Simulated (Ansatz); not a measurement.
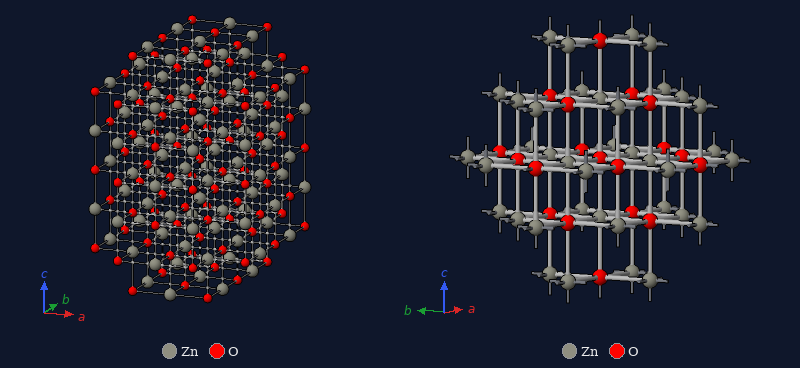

Left: the structure. Right: its underlying net. Nodes are coloured by element. Short stubs are edges that leave the cut-out.

The compound is ZnO (space group Fm-3m, No. 225), taken as the end point of a relaxation with DFT r2SCAN, scalar-relativistic, plane waves, PAW (Ansatz).

Bonds are taken as O–Zn below 2.4 Å; no other contact counts. Simplification: prune 0- and 1-connected atoms, fold 2-connected ones into links.

The result is a uninodal 6-connected, three-periodic net: Zn and O are 6-connected nodes. It is the pcu net, known from NaCl, ReO3 and the B-X framework of perovskite. It is a single net, without interpenetration.

```
    node  links  point symbol       coordination sequence
Zn and O      6      4^12.6^3  6 18 38 66 102 146 198 258
```
